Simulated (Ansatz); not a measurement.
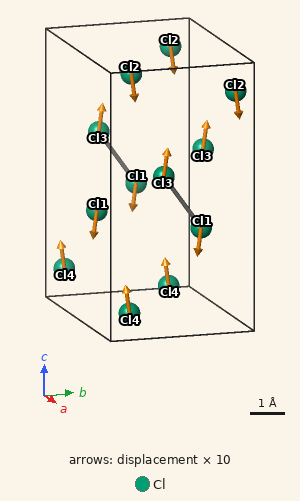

A relaxation of crystalline Cl (set up in Cmce). The starting structure is drawn; orange arrows show the displacements (the part carried along by the change of the cell is left out), magnified 10 times.

The picture is a ball-and-stick view of the conventional cell (2 times the calculation's cell), seen slightly off an axis. Lengths and directions refer to the drawn axes.

The run lets cell and atoms move.

These are results of Kohn-Sham DFT of a periodic cell, PBEsol, Ansatz PAW in Ansatz 0.2.0, not measurements.

The input:
```yaml
crystal:
  lattice:
    - [3.145, -2.25, 0.0]
    - [3.145, 2.25, 0.0]
    - [0.0, 0.0, 8.21]
  atoms:
    - { symbol: Cl, position: [0.37, 0.63, 0.4] }
    - { symbol: Cl, position: [0.13, 0.87, 0.9] }
    - { symbol: Cl, position: [0.63, 0.37, 0.6] }
    - { symbol: Cl, position: [0.87, 0.13, 0.1] }
hamiltonian:
  xc: pbesol
  pseudopotentials: { kind: paw }
kpoints:
  mp_grid: { grid: [7, 7, 4] }
scf:
  occupations: { method: fermi_dirac, width: 0.05 }
output:
  forces: true
  stress: true
  eigenvalues: true
  write_density: true
  write_potential: true
  elf: true
  volumetric_format: npy
relax:
  f_tol: 0.01
  max_steps: 40
  cell: { stress_tol: 0.05 }
```

Run as
```bash
ansatz run input.yaml --threads 2 --pin off --max-ram 5632MiB --backend cpu --events-out ev --progress --plain --runs-dir out
```

What happened in the run?

The largest moves relative to the cell, 0.090 Å, are those of Cl1, Cl2, Cl3 and Cl4. Cl4 goes along [0 −1 3]. The drawn cell changes as follows: a 6.290 → 6.906 Å (+9.8 %), b 4.500 → 3.884 Å (−13.7 %), c 8.210 → 8.005 Å (−2.5 %); the volume changes by −7.6 %. Near-neighbour distances that change, for instance: Cl1–Cl3 2.016 → 2.033 Å. The space group stays Cmce (No. 64). Over 7 accepted moves (9 points after the start) the energy falls by 26.7 meV per atom. Largest force component: 0.16 eV/Å at the start, 0.0036 eV/Å at the end. The pressure goes from −0.85 to −0.01 GPa. The line search rejected the trial step at point 2 of the run. The SCF was repeated once at an unchanged geometry on a basis and grid sized afresh for the cell, which shifted the energy by 0.1 meV per atom at most.

Limits of the set-up: layers or molecules are held without a dispersion correction, so their spacing is unreliable.
